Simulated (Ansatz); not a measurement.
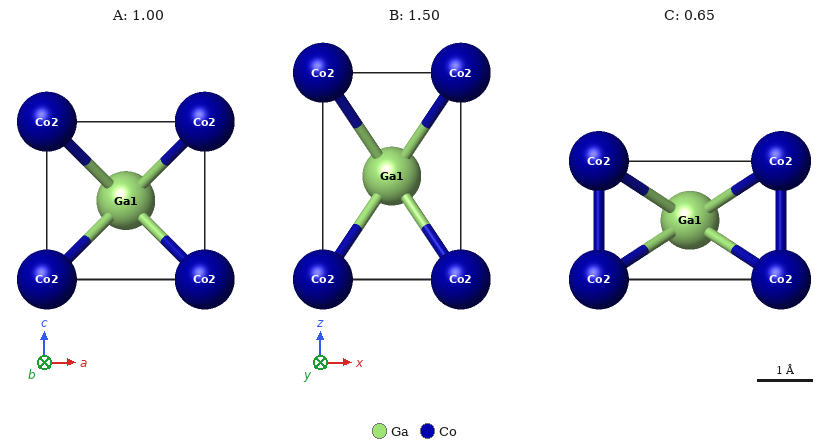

Energy scan for crystalline GaCo (Pm-3m), in which the ratio of the cell's length along z to its lengths across, counted as 1 for the reference, is changed at fixed volume (a tetragonal or Bain path), with the atoms kept at their fractional coordinates. x, y and z are the Cartesian axes of the input. Style: ball-and-stick. Shown: the cell of the calculation, along the b axis.

Computed with DFT PBEsol, scalar-relativistic, plane waves, PAW in Ansatz. Settings: plane-wave cutoff 420 eV; k-point mesh 18 × 18 × 18; occupations gaussian; smearing width 0.15 eV; no spin polarisation. Energies (free energies at the smearing named) are counted from the cell as listed in its source, which wasn't relaxed.

Rank the frames from lowest to highest energy.

Answer. Lowest first: A (the relative ratio 1.00, 0 meV/atom), B (the relative ratio 1.50, 209 meV/atom), C (the relative ratio 0.65, 793 meV/atom). Over the whole scan: of the computed points the lowest is at the relative ratio 1.00, 0 meV/atom. The end points stand at 793 meV/atom (0.65) and 209 meV/atom (1.50). The unrelaxed reference is under a pressure of −8.1 GPa. The distortion takes the space group from Pm-3m to P4/mmm. At the relative ratio 1.50 the cell of the drawing goes a 2.883 → 2.519 Å, b 2.883 → 2.519 Å, c 2.883 → 3.778 Å.

Limits of the set-up: an element that often carries a moment was run without spin polarisation.
